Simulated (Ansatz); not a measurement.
# Ge: one change and its effect

System: Ge (Cmcm, 2 atoms in the cell).
Method of the first run: Kohn-Sham DFT of a periodic cell, PBEsol, Ansatz PAW, no spin polarisation (Ansatz 0.2.0).

The structure derives from a Materials Project entry. Text and figures count atoms from 1; the logs count them from 0 in places.

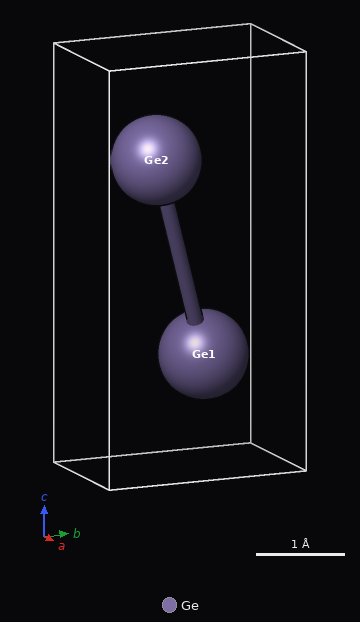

Figure 1. The structure (ball-and-stick view of the cell of the calculation, seen slightly off an axis; atoms are numbered from 1 in the order of the input). Near neighbours in the crystal (not all of them lie inside the picture): Ge has 12 Ge at 2.98 to 3.05 Å.

**The input, the first run**
```yaml
crystal:
  lattice:
    - [1.5172378428, -2.6455787966, 0.0]
    - [1.5172378428, 2.6455787966, 0.0]
    - [0.0, 0.0, 4.8203172867]
  atoms:
    - { symbol: Ge, position: [0.33344663, 0.66655337, 0.25] }
    - { symbol: Ge, position: [0.66655337, 0.33344663, 0.75] }
hamiltonian:
  xc: pbesol
  pseudopotentials: { kind: paw }
kpoints:
  mp_grid: { grid: [10, 10, 6] }
scf:
  occupations: { method: fermi_dirac, width: 0.05 }
output:
  forces: true
  stress: true
  eigenvalues: true
```

Command:
```bash
ansatz run input.yaml --threads 2 --pin off --max-ram 5632MiB --backend cpu --events-out ev --progress --plain --runs-dir out
```

Hardware: 2 threads of Intel Xeon (Granite Rapids), 176 GiB of memory available, shared host.

**Output, shortened to warnings, some set-up lines, iterations and results (the first run)**
```
Basis set: ecut = 420 eV, 741 PW (Γ), exchange–correlation on 48×48×72 points (8 copies of the dense FFT grid, shifted against one another)
Symmetry: 8 space group operations
k-points: 124 of 600
Initial density: superposition of atomic densities (neutral atoms: chi_scale 0, normalization atom), corrected by the library's trained network
[...]
SCF iter   1: F=—  HF=-8506.448866 eV  |F-HF|=—  |Δ(HF+E_count)|=         —  Δρ=1.77e-3  dr2=8.62e-4  ethr=1.77e-3  ⟨swp⟩=4.9  Hψ=9103  notcnv=0
SCF iter   2: F=—  HF=-8506.447889 eV  |F-HF|=—  |Δ(HF+E_count)|=   9.78e-4  Δρ=8.95e-4  dr2=2.43e-4  ethr=3.08e-6  ⟨swp⟩=2.0  Hψ=4954  notcnv=0
SCF iter   3: F=—  HF=-8506.447868 eV  |F-HF|=—  |Δ(HF+E_count)|=   2.04e-5  Δρ=3.14e-4  dr2=2.51e-5  ethr=8.68e-7  ⟨swp⟩=1.3  Hψ=2377  notcnv=0
SCF iter   4: F=—  HF=-8506.447861 eV  |F-HF|=—  |Δ(HF+E_count)|=   6.84e-6  Δρ=2.97e-5  dr2=1.51e-7  ethr=8.95e-8  ⟨swp⟩=2.3  Hψ=3188  notcnv=0
SCF iter   5: F=-8506.447862 eV  HF=-8506.447862 eV  |F-HF|=1.58e-9  |Δ(HF+E_count)|=   1.91e-7  Δρ=2.18e-6  dr2=1.18e-9  ethr=5.38e-10  ⟨swp⟩=2.5  Hψ=3954  notcnv=0
SCF iter   6: F=-8506.447862 eV  HF=-8506.447862 eV  |F-HF|=5.46e-12  |Δ(HF+E_count)|=  1.46e-11  Δρ=5.69e-7  dr2=5.95e-11  ethr=4.20e-12  ⟨swp⟩=1.4  Hψ=7003  notcnv=0
SCF 1 converged in 6 iterations: F = -8506.447862 eV  dr2 = 5.95e-11
SCF converged after 6 iterations
Free energy (F): -8506.447862 eV
Harris-Foulkes:  -8506.447862 eV  (|F-HF|=5.46e-12)
Internal energy: -8506.439660 eV  (E = F + TS)
E sigma→0 (E₀):  -8506.443761 eV
Entropy (-TS):   -0.008202 eV (-4.101 meV/atom)
Fermi energy:    10.516456 eV
--- Per-component energies (eV) ---
  E_band       = -239.058725
  E_kinetic    = 219.803532
  E_local      = -4298.907501  (includes V_loc(G=0)·N_el)
  E_nonlocal   = 832.673706
  E_hartree    = 1874.078168
  E_xc         = -149.808860
  E_vxc        = -128.989712  (∫ρ·V_xc dr)
  E_paw        = -3950.244443  (= ΣΔE_a)
  E_vpaw       = -611.795645  (= ΣTr[D̂ρ^β])
  E_aug_tail   = 0.000705  (compensation charges beyond the density's cutoff)
  E_ewald      = -3035.870840
  E_core_change = 1.835872  (= ΣΔE_core)
  E_smearing   = -0.008202  (= −TS)
  E_closure    = 0.000000  (closes the sum)
  Σ components = -8506.447862   (vs F -8506.447862, Δ=0.00e0)
--- Forces (eV/Å), atoms counted from 1 ---
  atom   1  Ge     0.00000000     0.00100538     0.00000000
  atom   2  Ge     0.00000000    -0.00100538    -0.00000000
  max |Σ_I F_I| component: 0.00e0 eV/Å
--- Stress (GPa, compression-positive) ---
       -4.242554      -0.000000       0.000000
       -0.000000      -4.166545      -0.000000
        0.000000      -0.000000      -2.269277
  P = ⅓ Tr σ = -3.5595 GPa (-35.595 kbar)
```

The input of the second run differs as follows (lines with − go, lines with + come):
```diff
-  pseudopotentials: { kind: paw }
+  pseudopotentials: { kind: paw, source: jth, xc_functional: pbe }
```

What does this change do to the results?

The total energies belong to different models, so their difference says nothing on which is more stable or more accurate. The pressure goes from −3.56 to −3.30 GPa. The number of SCF iterations is the same. The default cutoff goes from 420 to 1080 eV with the change. The plane waves at Γ go from 741 to 3087.

**Output, shortened to warnings, some set-up lines, iterations and results (the second run)**
```
Warning: [file] the checks of this Ge dataset prove no rule for summing its radial tables, as where they were carried onto another mesh than they were made on, and Gregory's rule is taken, under which a leading mesh point left out moves its sums only by what lay on the interval it spanned. That does not make them correct, and they differ from Quantum ESPRESSO's on this file; a re-export a …
Basis set: ecut = 1080 eV, 3087 PW (Γ), exchange–correlation on 72×72×108 points (8 copies of the dense FFT grid, shifted against one another)
Symmetry: 8 space group operations
k-points: 124 of 600
Initial density: superposition of atomic densities (chi_scale 0.1, normalization cell)
[...]
SCF iter   1: F=—  HF=-8502.910865 eV  |F-HF|=—  |Δ(HF+E_count)|=         —  Δρ=1.24e-2  dr2=6.95e-2  ethr=3.10e-3  ⟨swp⟩=9.5  Hψ=16425  notcnv=0
SCF iter   2: F=—  HF=-8502.891467 eV  |F-HF|=—  |Δ(HF+E_count)|=   1.94e-2  Δρ=8.09e-3  dr2=2.98e-2  ethr=2.48e-4  ⟨swp⟩=2.7  Hψ=3999  notcnv=0  defer=31
SCF iter   3: F=—  HF=-8502.877716 eV  |F-HF|=—  |Δ(HF+E_count)|=   1.38e-2  Δρ=1.19e-3  dr2=4.82e-4  ethr=1.07e-4  ⟨swp⟩=2.7  Hψ=3288  notcnv=0  defer=31
SCF iter   4: F=—  HF=-8502.877239 eV  |F-HF|=—  |Δ(HF+E_count)|=   4.76e-4  Δρ=1.16e-4  dr2=2.18e-6  ethr=1.72e-6  ⟨swp⟩=2.1  Hψ=3980  notcnv=0  defer=31
SCF iter   5: F=—  HF=-8502.877240 eV  |F-HF|=—  |Δ(HF+E_count)|=   5.70e-7  Δρ=4.85e-5  dr2=6.10e-7  ethr=7.78e-9  ⟨swp⟩=3.8  Hψ=4615  notcnv=0  defer=31
SCF iter   6: F=-8502.877239 eV  HF=-8502.877239 eV  |F-HF|=4.52e-8  |Δ(HF+E_count)|=   1.16e-6  Δρ=5.94e-6  dr2=5.50e-9  ethr=3.57e-10  ⟨swp⟩=7.2  Hψ=13603  notcnv=0
SCF 1 converged in 6 iterations: F = -8502.877239 eV  dr2 = 5.50e-9
SCF converged after 6 iterations
Free energy (F): -8502.877239 eV
Harris-Foulkes:  -8502.877239 eV  (|F-HF|=4.52e-8)
Internal energy: -8502.869044 eV  (E = F + TS)
E sigma→0 (E₀):  -8502.873142 eV
Entropy (-TS):   -0.008194 eV (-4.097 meV/atom)
Fermi energy:    12.824527 eV
--- Per-component energies (eV) ---
  E_band       = -174.528534
  E_kinetic    = 351.467894
  E_local      = -3211.782955  (includes V_loc(G=0)·N_el)
  E_nonlocal   = -450.992509
  E_hartree    = 935.619357
  E_xc         = -123.797462
  E_vxc        = -156.543350  (∫ρ·V_xc dr)
  E_paw        = -2969.348629  (= ΣΔE_a)
  E_vpaw       = 1422.079598  (= ΣTr[D̂ρ^β])
  E_aug_tail   = 0.000306  (compensation charges beyond the density's cutoff)
  E_ewald      = -3035.870840
  E_core_change = 1.835794  (= ΣΔE_core)
  E_smearing   = -0.008194  (= −TS)
  E_closure    = 0.000000  (closes the sum)
  Σ components = -8502.877239   (vs F -8502.877239, Δ=0.00e0)
--- Forces (eV/Å), atoms counted from 1 ---
  atom   1  Ge     0.00000000     0.00096635     0.00000000
  atom   2  Ge     0.00000000    -0.00096635    -0.00000000
  max |Σ_I F_I| component: 2.17e-19 eV/Å
--- Stress (GPa, compression-positive) ---
       -3.995485      -0.000000       0.000000
       -0.000000      -3.924506      -0.000000
        0.000000      -0.000000      -1.981782
  P = ⅓ Tr σ = -3.3006 GPa (-33.006 kbar)
```

**The two runs side by side**

| quantity | the first run | the second run |
| --- | --- | --- |
| outcome | converged | converged |
| free energy per atom (eV) | −4253.2239 | −4251.4386 |
| energy per atom, smearing taken to zero (eV) | −4253.2219 | −4251.4366 |
| gap on the mesh (eV) | 0.00 | 0.00 |
| pressure (GPa) | −3.56 | −3.30 |
| largest force (eV/Å) | 0.001 | 0.001 |
| SCF iterations | 6 | 6 |
| irreducible k-points | 124 | 124 |
| plane waves at Γ | 741 | 3087 |
| wall time (shared host) | 1.2 s | 4.8 s |
